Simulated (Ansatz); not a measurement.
## Geometry relaxation of GaP (part 1 of 3)

GaP (2 atoms in the cell), computed with DFT PBEsol, scalar-relativistic, plane waves, PAW, spin-polarised (Ansatz 0.2.0).

The structure derives from an entry of the Crystallography Open Database. It belongs to a series of runs on one base structure; here: linear chain of atoms. Figures and captions count atoms from 1; the log counts them from 0 in places.

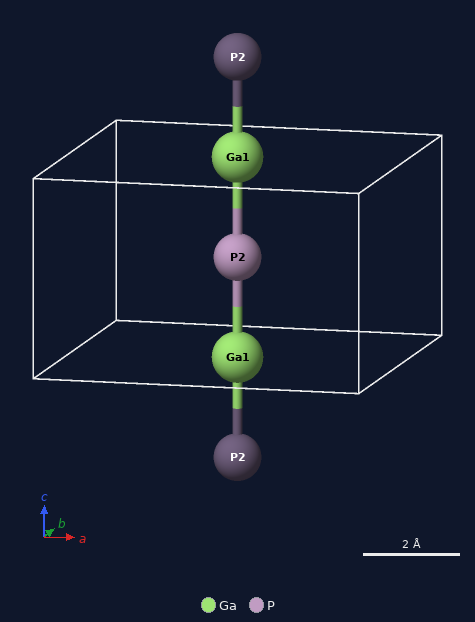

The starting structure (ball-and-stick view of the cell of the calculation, with the vacuum cut short, seen slightly off an axis; neighbours outside the cell are drawn fainter; atoms are numbered from 1 in the order of the input). Near neighbours in the crystal (not all of them lie inside the picture): Ga has 2 P at 2.12 Å; P has 2 Ga at 2.12 Å.

### Input
```yaml
crystal:
  lattice:
    - [9.0, 0.0, 0.0]
    - [0.0, 9.3, 0.0]
    - [0.0, 0.0, 4.2388524166]
  atoms:
    - { symbol: Ga, position: [0.5, 0.5, 0.0], spin: 0.5 }
    - { symbol: P, position: [0.5, 0.5, 0.5], spin: 0.5 }
basis:
  ecutwfc: 420
kpoints:
  mp_grid: { grid: [1, 1, 15] }
hamiltonian:
  xc: pbesol
scf:
  occupations: { method: gaussian, width: 0.05 }
output:
  forces: true
  stress: true
  eigenvalues: true
  populations: true
  write_density: true
  write_potential: true
  elf: true
  volumetric_format: npy
magnetization:
  spin_polarized: true
relax:
  adjacent_minimum: "off"
  f_tol: 0.01
  max_steps: 45
  cell: { fix: [a, b, alpha, beta, gamma], stress_tol: 0.03 }
```

Run on 2 threads of AMD EPYC (Zen 5), 32 GiB of memory available, shared host.

Command:
```bash
ansatz run input.yaml --threads 2 --pin off --max-ram 5120MiB --backend cpu --events-out ev --progress --plain --runs-dir out
```

### What the program printed
```
Engine: ansatz 0.2.0, x86_64-unknown-linux-gnu
Pseudopotentials: kind: paw
Pseudopotential: Ga, paw, valence charge 13, recommended cutoff 420 eV (normal), Ga.paw.azcp
Pseudopotential: P, paw, valence charge 5, recommended cutoff 420 eV (normal), P.paw.azcp
Functional definition: PBEsol
  exchange = pbesol_x
  correlation = pbesol_c
Crystal: 2 atoms, lattice volume = 354.792 Å³
Basis set: ecut = 420 eV, 6915 PW (Γ), exchange–correlation on 128×128×60 points (8 copies of the dense FFT grid, shifted against one another)
Bands: 14, of which v1, the nominal top of the filled ones, is band 9 counted from 1 (8 counted from 0)
Symmetry: 8 space group operations
Space group: Pmmm (ITA 47), of the structure as read, at distance tolerance 7.1e-5 Å
Magnetic group: BNS 47.249 (UNI 347), of the structure as read, at distance tolerance 7.1e-5 Å
k-points: 8 of 15
Non-local potential: Ga, projectors of the file, l = 0: 2, l = 1: 2, l = 2: 3, l = 3: 1
Non-local potential: P, projectors of the file, l = 0: 2, l = 1: 2, l = 2: 2
PAW form: soft (Blöchl's): semilocal exchange-correlation on the pseudo side does not see the compensation charge
PAW frozen core: Ga, regenerated for the run's functional, and the local potential with it (the file was generated under x = pbe(κ = 0.804, μ = 0.2195149727645171), c = pbe(β = 0.06672455060314922))
PAW frozen core: P, regenerated for the run's functional, and the local potential with it (the file was generated under x = pbe(κ = 0.804, μ = 0.2195149727645171), c = pbe(β = 0.06672455060314922))
PAW one-centre angular grid: Ga, 590 points (default); XC on 64 Gauss nodes
PAW one-centre angular grid: P, 110 points (default); XC on 64 Gauss nodes
Initial density: superposition of atomic densities (neutral atoms: chi_scale 0, normalization atom)
Starting moments: Σ|m| = 1 μB on 2 of 2 sites
Initial wavefunctions: pseudopotential atomic-orbital guess
Functional: x = pbesol(κ = 0.804, μ = 0.12345679012345678), c = pbesol(β = 0.046)
SCF iter   1: F=—  HF=-4481.197711 eV  |F-HF|=—  |Δ(HF+E_count)|=         —  Δρ=1.64e-2 (↑1.50e-2 ↓1.64e-2)  dr2=2.65e0  dr2_m=5.35e-1  M=0.133 μB ∫|m|=0.145 μB  β_m=0.30  ethr=3.10e-3  ⟨swp⟩=7.0  Hψ=1417  notcnv=0
preconditioner: auto → Resta (q_TF=auto, 1.660 Å⁻¹)  ε∞=1.3  [insulator: Δε(μ)=0.208 eV  Ē_g=14.179 eV  σ=0.050 eV  W_gap=0.75  n_scr=30 (ndim 8)  ℏωp=8.4 eV  f_vac=0.713  D(μ)=2.41/eV (n_scr^D=8)  ε∞_Penn≈1.3  vacuum switching on, ρ_ref=1.5e-2 e/Å³]
spin=Collinear: Resta preconditioning applied to the charge; magnetization (m = ρ↑ − ρ↓) channel mixes plain (no charge-response kernel on spin).
SCF iter   2: F=—  HF=-4480.588803 eV  |F-HF|=—  |Δ(HF+E_count)|=   6.09e-1  Δρ=1.01e-2 (↑8.90e-3 ↓1.01e-2)  dr2=2.02e-1  dr2_m=2.56e-1  M=0.400 μB ∫|m|=0.402 μB  β_m=0.30  ethr=3.10e-3  ⟨swp⟩=3.8  Hψ=609  notcnv=0  defer=13
SCF iter   3: F=—  HF=-4480.554570 eV  |F-HF|=—  |Δ(HF+E_count)|=   3.42e-2  Δρ=6.79e-3 (↑6.33e-3 ↓6.79e-3)  dr2=5.05e-2  dr2_m=1.27e-1  M=0.400 μB ∫|m|=0.402 μB  β_m=0.30  ethr=1.12e-3  ⟨swp⟩=2.2  Hψ=274  notcnv=0  defer=13
SCF iter   4: F=—  HF=-4480.549138 eV  |F-HF|=—  |Δ(HF+E_count)|=   5.43e-3  Δρ=4.50e-3 (↑4.50e-3 ↓4.38e-3)  dr2=2.84e-3  dr2_m=6.36e-2  M=0.400 μB ∫|m|=0.403 μB  β_m=0.30  ethr=2.80e-4  ⟨swp⟩=2.3  Hψ=356  notcnv=0  defer=13
SCF iter   5: F=—  HF=-4480.551726 eV  |F-HF|=—  |Δ(HF+E_count)|=   2.59e-3  Δρ=3.22e-3 (↑3.05e-3 ↓3.22e-3)  dr2=4.10e-4  dr2_m=3.19e-2  M=0.400 μB ∫|m|=0.404 μB  β_m=0.30  ethr=1.58e-5  ⟨swp⟩=2.3  Hψ=385  notcnv=0  defer=13
SCF iter   6: F=—  HF=-4480.553333 eV  |F-HF|=—  |Δ(HF+E_count)|=   1.61e-3  Δρ=2.25e-3 (↑2.18e-3 ↓2.25e-3)  dr2=5.99e-5  dr2_m=1.59e-2  M=0.400 μB ∫|m|=0.405 μB  β_m=0.30  ethr=2.28e-6  ⟨swp⟩=2.6  Hψ=322  notcnv=0  defer=13
Mixer restart at iter 6: flushing history
spin-set hold released at iteration 6 (site moments contracting): the magnetisation degrees of freedom join the quasi-Newton model from the next iteration; the mixer history was flushed
SCF iter   7: F=—  HF=-4480.554199 eV  |F-HF|=—  |Δ(HF+E_count)|=   8.66e-4  Δρ=1.59e-3 (↑1.55e-3 ↓1.59e-3)  dr2=2.22e-5  dr2_m=7.99e-3  M=0.400 μB ∫|m|=0.405 μB  β_m=0.65  ethr=3.33e-7  ⟨swp⟩=2.4  Hψ=373  notcnv=0  defer=13
SCF iter   8: F=—  HF=-4480.555168 eV  |F-HF|=—  |Δ(HF+E_count)|=   9.69e-4  Δρ=5.34e-5 (↑2.94e-5 ↓5.34e-5)  dr2=2.27e-5  dr2_m=3.83e-6  M=0.400 μB ∫|m|=0.406 μB  β_m=0.62  ethr=1.23e-7  ⟨swp⟩=3.0  Hψ=411  notcnv=0  defer=13
SCF iter   9: F=—  HF=-4480.555168 eV  |F-HF|=—  |Δ(HF+E_count)|=   5.55e-8  Δρ=3.01e-5 (↑3.01e-5 ↓2.03e-5)  dr2=8.34e-6  dr2_m=1.17e-6  M=0.400 μB ∫|m|=0.406 μB  β_m=0.54  ethr=1.23e-7  ⟨swp⟩=2.1  Hψ=371  notcnv=0  defer=12
SCF iter  10: F=—  HF=-4480.555166 eV  |F-HF|=—  |Δ(HF+E_count)|=   1.69e-6  Δρ=1.61e-5 (↑1.35e-5 ↓1.61e-5)  dr2=1.21e-7  dr2_m=7.06e-7  M=0.400 μB ∫|m|=0.406 μB  β_m=0.77  ethr=4.63e-8  ⟨swp⟩=2.0  Hψ=357  notcnv=0  defer=12
SCF iter  11: F=—  HF=-4480.555168 eV  |F-HF|=—  |Δ(HF+E_count)|=   1.76e-6  Δρ=5.56e-6 (↑2.59e-6 ↓5.56e-6)  dr2=6.89e-8  dr2_m=4.23e-8  M=0.400 μB ∫|m|=0.406 μB  β_m=0.70  ethr=5.56e-10  ⟨swp⟩=15.8  Hψ=1884  notcnv=0
SCF iter  12: F=—  HF=-4480.555168 eV  |F-HF|=—  |Δ(HF+E_count)|=   6.42e-8  Δρ=1.70e-6 (↑1.70e-6 ↓1.57e-6)  dr2=1.76e-9  dr2_m=8.43e-9  M=0.400 μB ∫|m|=0.406 μB  β_m=0.84  ethr=3.83e-10  ⟨swp⟩=9.5  Hψ=1529  notcnv=0
SCF iter  13: F=—  HF=-4480.555168 eV  |F-HF|=—  |Δ(HF+E_count)|=   2.63e-8  Δρ=2.63e-7 (↑2.19e-7 ↓2.63e-7)  dr2=1.29e-10  dr2_m=1.73e-10  M=0.400 μB ∫|m|=0.406 μB  β_m=0.83  ethr=9.80e-12  ⟨swp⟩=8.5  Hψ=1264  notcnv=0
SCF iter  14: F=-4480.555168 eV  HF=-4480.555168 eV  |F-HF|=2.09e-11  |Δ(HF+E_count)|=  4.15e-10  Δρ=6.73e-8 (↑6.73e-8 ↓6.60e-8)  dr2=2.00e-12  dr2_m=1.38e-11  M=0.400 μB ∫|m|=0.406 μB  ethr=1.00e-12  ⟨swp⟩=7.3  Hψ=1072  notcnv=0
SCF 1 converged in 14 iterations: F = -4480.555168 eV  dr2 = 2.00e-12
  greatest PAW one-centre occupation: 0.995 electrons in one spin orbital (limit 2), on the Ga atom at site 0 (counted from 0), in its partial waves of l = 2
relax step   1: F+E_penalty+E_count = -4480.55516783 eV  Δ(F+E_penalty+E_count) = +0.000e0 eV  max|allowed force component| = 1.893e-29 eV/Å  Δτ_max = 0.0000 Å  P = +0.211 GPa  Ω = 354.792 Å³  fix = [a, b, alpha, beta, gamma]  reactions: a +0.014, b +0.009 GPa  (14 SCF iters, dr2 threshold 1.00e-7 eV, accepted)
Crystal: 2 atoms, lattice volume = 356.906 Å³
Basis set: ecut = 420 eV, 6975 PW (Γ), exchange–correlation on 128×128×60 points (8 copies of the dense FFT grid, shifted against one another)
Initial density: handed on by an earlier stage of this run
Starting moments: Σ|m| = 1 μB on 2 of 2 sites; this step starts from the density that it was given
Initial wavefunctions: those handed on with the density
iter 1 solved again at ethr=2.30e-5 eV; its pass at ethr=3.10e-3 eV (dr2=4.13e-3 eV) is discarded
SCF iter   1: F=—  HF=-4480.563735 eV  |F-HF|=—  |Δ(HF+E_count)|=         —  Δρ=7.84e-4 (↑2.05e-4 ↓7.84e-4)  dr2=4.07e-3  dr2_m=5.38e-4  M=0.399 μB ∫|m|=0.402 μB  β_m=0.30  ethr=2.30e-5  ⟨swp⟩=2.4  Hψ=1353  notcnv=0
preconditioner: auto → Resta (q_TF=auto, 1.658 Å⁻¹)  ε∞=1.3  [insulator: Δε(μ)=0.206 eV  Ē_g=14.476 eV  σ=0.050 eV  W_gap=0.58  n_scr=30 (ndim 8)  ℏωp=8.3 eV  f_vac=0.746  D(μ)=4.08/eV (n_scr^D=12)  ε∞_Penn≈1.3  vacuum switching on, ρ_ref=1.5e-2 e/Å³]
spin=Collinear: Resta preconditioning applied to the charge; magnetization (m = ρ↑ − ρ↓) channel mixes plain (no charge-response kernel on spin).
SCF iter   2: F=—  HF=-4480.563159 eV  |F-HF|=—  |Δ(HF+E_count)|=   5.76e-4  Δρ=3.90e-4 (↑1.62e-4 ↓3.90e-4)  dr2=2.70e-4  dr2_m=1.81e-4  M=0.400 μB ∫|m|=0.403 μB  β_m=0.35  ethr=2.26e-5  ⟨swp⟩=2.5  Hψ=329  notcnv=0
preconditioner: auto → LDOS  [metal: Δε(μ)=0.025 eV  Ē_g=14.462 eV  σ=0.050 eV  W_gap=0.26  n_scr=30 (ndim 8)  ℏωp=8.3 eV  f_vac=0.745  D(μ)=3.88/eV (n_scr^D=12)]
spin=Collinear: LDOS preconditioning applied to the charge; magnetization (m = ρ↑ − ρ↓) channel mixes plain (no charge-response kernel on spin).
SCF iter   3: F=—  HF=-4480.563288 eV  |F-HF|=—  |Δ(HF+E_count)|=   1.29e-4  Δρ=2.36e-4 (↑1.45e-4 ↓2.36e-4)  dr2=9.07e-5  dr2_m=9.16e-5  M=0.400 μB ∫|m|=0.403 μB  β_m=0.65  ethr=1.50e-6  ⟨swp⟩=1.9  Hψ=310  notcnv=0
SCF iter   4: F=—  HF=-4480.563498 eV  |F-HF|=—  |Δ(HF+E_count)|=   2.10e-4  Δρ=1.02e-4 (↑6.94e-5 ↓1.02e-4)  dr2=3.79e-5  dr2_m=1.25e-5  M=0.400 μB ∫|m|=0.404 μB  β_m=0.64  ethr=5.04e-7  ⟨swp⟩=2.1  Hψ=374  notcnv=0
SCF iter   5: F=—  HF=-4480.563528 eV  |F-HF|=—  |Δ(HF+E_count)|=   3.06e-5  Δρ=3.74e-5 (↑2.00e-5 ↓3.74e-5)  dr2=1.16e-5  dr2_m=1.89e-6  M=0.400 μB ∫|m|=0.406 μB  β_m=0.78  ethr=2.11e-7  ⟨swp⟩=2.0  Hψ=370  notcnv=0
SCF iter   6: F=—  HF=-4480.563532 eV  |F-HF|=—  |Δ(HF+E_count)|=   3.28e-6  Δρ=8.16e-6 (↑8.16e-6 ↓5.49e-6)  dr2=1.22e-6  dr2_m=4.46e-8  M=0.400 μB ∫|m|=0.406 μB  β_m=0.89  ethr=6.43e-8  ⟨swp⟩=2.4  Hψ=335  notcnv=0
iter 7 did not close the SCF: its close was put off for a magnetic moment that had not settled (scf_convergence_deferred on its scf_iter line)
SCF iter   7: F=-4480.563532 eV  HF=-4480.563532 eV  |F-HF|=1.40e-8  |Δ(HF+E_count)|=   7.61e-8  Δρ=2.49e-6 (↑1.51e-6 ↓2.49e-6)  dr2=6.11e-8  dr2_m=8.58e-9  M=0.400 μB ∫|m|=0.406 μB  β_m=0.94  ethr=1.11e-9  ⟨swp⟩=9.1  Hψ=1765  notcnv=0
iter 8 did not close the SCF: its close was put off for a magnetic moment that had not settled (scf_convergence_deferred on its scf_iter line)
SCF iter   8: F=-4480.563532 eV  HF=-4480.563532 eV  |F-HF|=2.01e-9  |Δ(HF+E_count)|=   4.66e-8  Δρ=9.11e-7 (↑5.55e-7 ↓9.11e-7)  dr2=1.80e-9  dr2_m=1.66e-9  M=0.400 μB ∫|m|=0.406 μB  β_m=0.97  ethr=3.39e-10  ⟨swp⟩=6.9  Hψ=1399  notcnv=0
SCF iter   9: F=-4480.563532 eV  HF=-4480.563532 eV  |F-HF|=2.09e-11  |Δ(HF+E_count)|=   4.59e-9  Δρ=1.06e-7 (↑6.02e-8 ↓1.06e-7)  dr2=6.05e-11  dr2_m=7.59e-12  M=0.400 μB ∫|m|=0.406 μB  ethr=1.00e-11  ⟨swp⟩=5.1  Hψ=1182  notcnv=0
SCF 2 converged in 9 iterations: F = -4480.563532 eV  dr2 = 6.05e-11
relax step   2: F+E_penalty+E_count = -4480.56353159 eV  Δ(F+E_penalty+E_count) = -8.364e-3 eV  max|allowed force component| = 9.466e-30 eV/Å  Δτ_max = 0.0000 Å  P = +0.269 GPa  Ω = 356.906 Å³  energy of the carried Pulay correction = -5.261e-5 eV  fix = [a, b, alpha, beta, gamma]  reactions: a +0.014, b +0.009 GPa  (9 SCF iters, dr2 threshold 2.00e-7 eV, accepted)
Crystal: 2 atoms, lattice volume = 366.374 Å³
Basis set: ecut = 420 eV, 7163 PW (Γ), exchange–correlation on 128×128×60 points (8 copies of the dense FFT grid, shifted against one another)
iter 1 solved again at ethr=7.87e-5 eV; its pass at ethr=3.10e-3 eV (dr2=1.42e-2 eV) is discarded
```
